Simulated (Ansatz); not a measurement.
```
S Mg
1.0
     4.08772    0.00000    0.00000
    -2.04386    3.54007    0.00000
     0.00000    0.00000    6.51694
S Mg
2 2
Direct
  0.66667 0.33333 0.87924
  0.33333 0.66667 0.37924
  0.33333 0.66667 0.99575
  0.66667 0.33333 0.49575
```

Space group P6₃mc; a structure from a database of computed crystals, not necessarily the ambient phase; computed pressure about −4 GPa in this cell.

Computed with Kohn-Sham DFT of a periodic cell, LDA, Ansatz PAW in Ansatz 0.2.0.

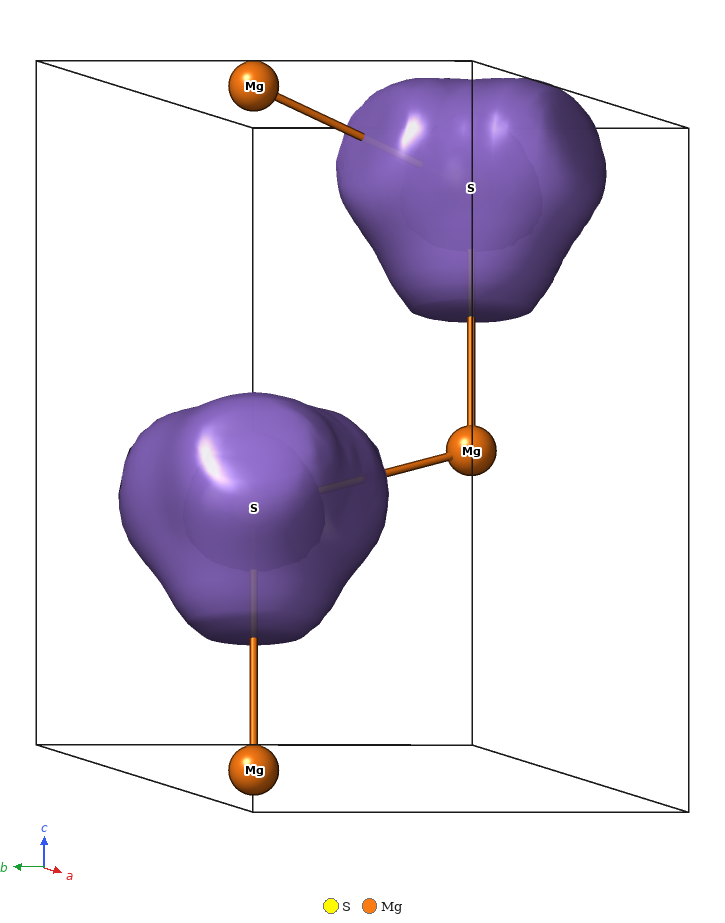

MgS. Isosurface of the ELF at 0.8 (purple), seen at an oblique angle. Only the valence region is drawn (cores and ρ < 0.01 e/Å³ removed). Sticks mark near contacts.

Question: What do the ELF domains correspond to?

Answer: The surface consists of two regions wrapped around S (the valence shell of each), counted in one cell of 4 atoms. Regions shared between cells count once. Along the contacts the grid gives the following. Mg–S (2.48 Å): the ELF peaks at about 0.90 in the valence shell of S, 0.9 Å from its nucleus, and falls to about 0.05 next to Mg: a closed-shell, largely ionic contact.

Question: Does the calculation make it a metal, or give it a gap?

Answer: It is gapped, with a Kohn–Sham gap of 3.0 eV on the k-point mesh, an upper bound to the gap of this method.
